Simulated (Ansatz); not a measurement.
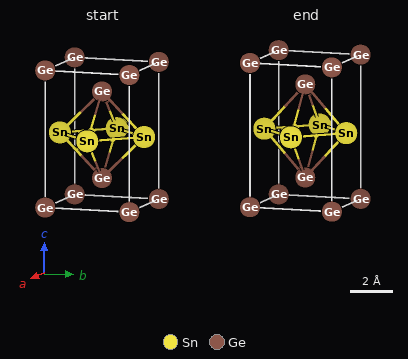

The structure of solid Sn2Ge3 (a generated structure, set up in P4/mmm) before (left) and after (right) a relaxation, at one scale.

Style: ball-and-stick. Shown: the cell of the calculation, slightly off an axis.

Theory: DFT PBE, scalar-relativistic, plane waves, PAW in Ansatz. (plane-wave cutoff 420 eV; k-point mesh 10 × 10 × 6; occupations gaussian; smearing width 0.1 eV; no spin polarisation; cell and atoms relaxed; force threshold 0.01 eV/Å; at most 80 steps)

Question: What changed between the two?

Answer: After 4 accepted moves (6 points after the start) the energy has fallen by 16.2 meV per atom. The largest force component goes from 0.099 to 0.0028 eV/Å. The pressure goes from 0.26 to 0.01 GPa. The line search rejected the trial step at point 2 of the run. The SCF was repeated once at an unchanged geometry on a basis and grid sized afresh for the cell, which shifted the energy by 0.1 meV per atom at most. The largest moves relative to the cell, 0.051 Å, are those of Ge atoms. Sn stays in place. Cell: a = b 4.320 → 4.206 Å (−2.6 %), c 6.724 → 7.077 Å (+5.2 %). Volume −0.2 %. Near-neighbour distances that change, for instance: Sn–Sn 3.055 → 2.974 Å, Ge–Sn 3.028 → 3.105 Å, Ge–Ge 2.480 → 2.508 Å. Bond angles that change, for instance: Sn–Ge–Sn 91.0° → 85.3°, Sn–Ge–Sn 60.6° → 57.2°, Sn–Ge–Ge 134.5° → 137.4°. The space group stays P4/mmm (No. 123). The run took 3.8 min on 1 thread of Arm Neoverse V1 (shared host), peak memory 0.59 GiB.
